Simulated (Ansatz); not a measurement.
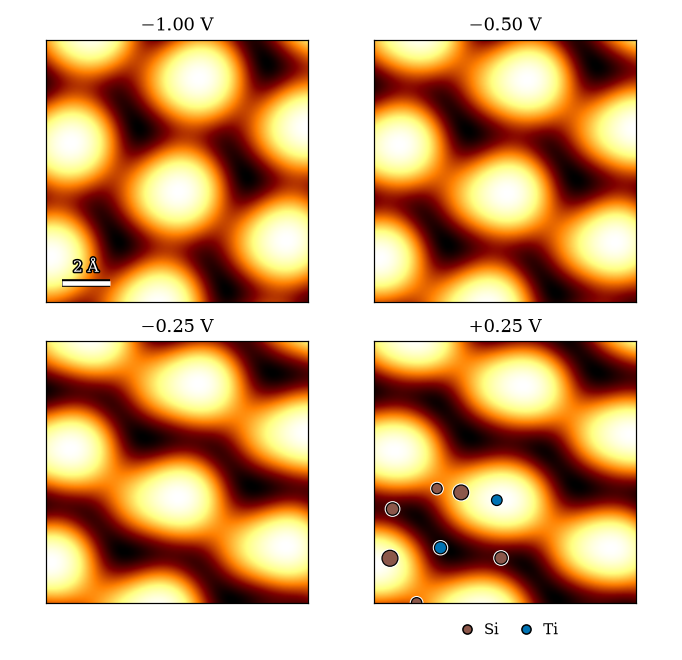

Constant-current images of TiSi2(111) (Fddd bulk, 10 atomic planes (those closer than 0.6 Å count as one), 11 Å, Si-terminated, slab composition Si7Ti3) at 4 sample biases, each on its own colour scale; the last has the atoms seen from above drawn over one corner (deeper ones smaller).

Tersoff–Hamann simulation (s-wave tip); biases are sample biases. Bias windows are sharp sums over the levels of the k mesh.

Level of theory: DFT LDA, scalar-relativistic, plane waves, PAW in Ansatz. Cutoff 420 eV, 13 × 13 k-points, Gaussian smearing 0.1 eV, dipole correction. The slab is a cut without reconstruction beyond its cell, at the source's lattice constants, with its lower half held fixed and the rest relaxed. No spin polarisation. The run warns that the functional's potential is rough in the thin density of the vacuum, where the tip is; weak contrasts and barriers may feel it.

Q: How do the images change with bias?

A:
```csv
bias,set point (e/Å³),corrugation,brightest over
−1.00 V,2.6 × 10⁻⁶,57 pm,points 0.6 Å to the side of the top Si atoms with 4 neighbours
−0.50 V,1.2 × 10⁻⁶,51 pm,top Si atoms with 4 neighbours
−0.25 V,5.8 × 10⁻⁷,48 pm,points 0.7 Å to the side of the top Si atoms with 4 neighbours
+0.25 V,8.2 × 10⁻⁷,42 pm,points 0.7 Å to the side of the top Si atoms with 4 neighbours
```

The slab has states at the Fermi level, so this model gives a current down to small biases. Its work function (top face) is 5.11 eV.
